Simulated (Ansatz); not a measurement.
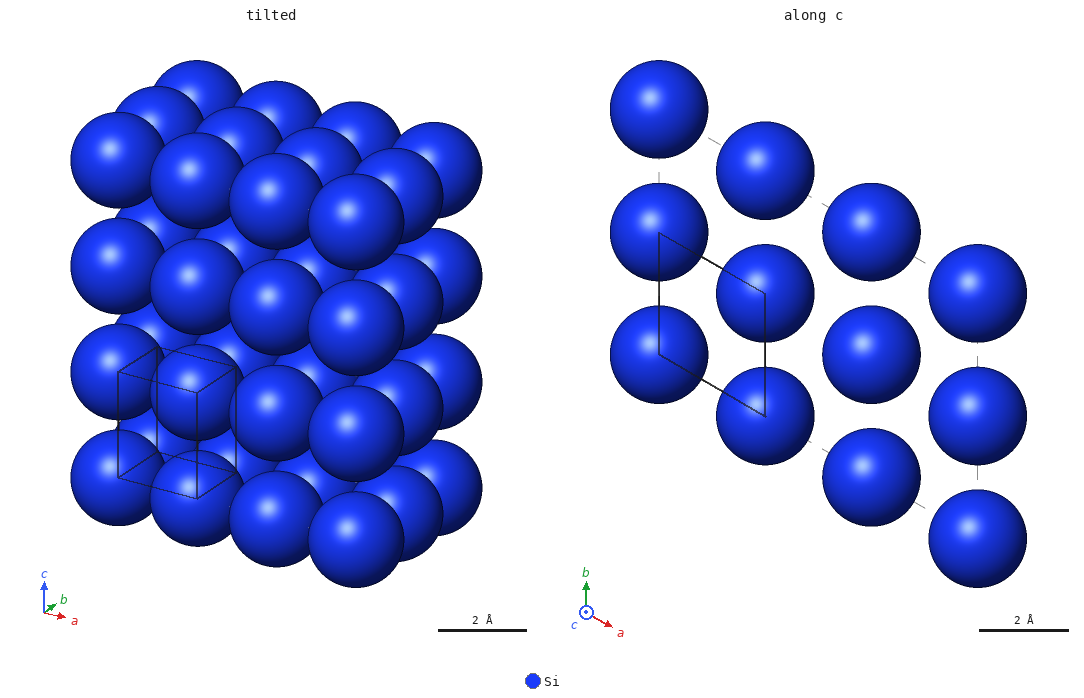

Drawn in the space-filling manner and seen slightly off an axis and along the c axis. The structure is repeated 3×2×3 times; solid lines mark one conventional unit cell.

Si, space group P6/mmm (No. 191), a = 2.76 Å, b = 2.76 Å, c = 2.49 Å, α = 90.00°, β = 90.00°, γ = 120.00°.

Electronic-structure method: Ansatz 0.2.0, DFT r2SCAN, scalar-relativistic, plane waves, PAW. Parameters: a cutoff energy of 500 eV, a 24×24×24 mesh of k-points, Gaussian smearing of 0.15 eV, no spin polarisation.

> Predict the gap.

A metal: bands cross the Fermi level.

> State the hydrostatic pressure.

The computed pressure is -8.1 GPa (stretched: it would shrink). The stress isn't hydrostatic: its largest component is 9.8 GPa.

The structure comes from a structure listed in the Materials Project. The cell was then strained or its atoms displaced on purpose. It went into a calculation with Ansatz.

At this level of theory the run's own cell isn't at rest (stretched, at -8 GPa), so its distances can differ from those at equilibrium, the more so the softer the solid.
